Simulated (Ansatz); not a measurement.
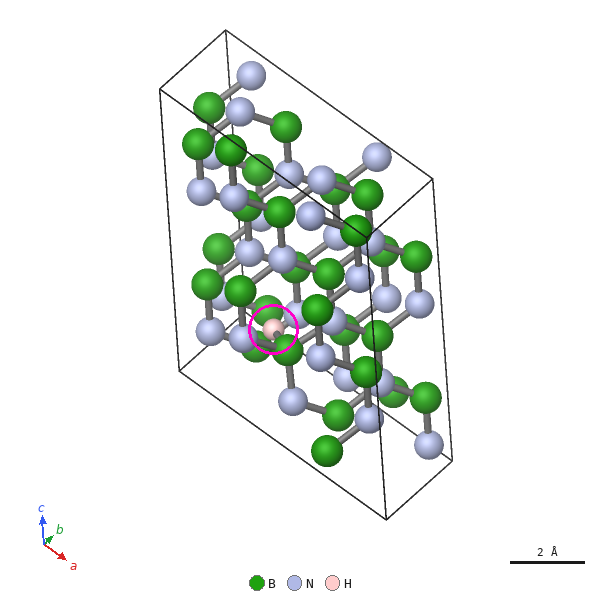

Ball-and-stick representation of a periodic structure, projected slightly off an axis. One supercell is framed, with atoms on its boundary repeated. The host is BN, in a cell of 48 sites, and the cell is neutral. A ring marks the defect's site.

**What imperfection does the supercell contain?**

An interstitial hydrogen atom. It is bonded to one B at about 1.3 Å.

The calculation used Ansatz, DFT PBE+D3(BJ), scalar-relativistic, plane waves, PAW, with wavefunction cutoff 420 eV, a 2×2×2 sampling of the Brillouin zone, Gaussian smearing of 0.01 eV, collinear spins.

**Is a magnetic moment found?**

Yes, 1.0 μB in the cell.

The atoms were relaxed in the host's cell with DFT PBE+D3(BJ), scalar-relativistic, plane waves, PAW in Ansatz 0.2.0.
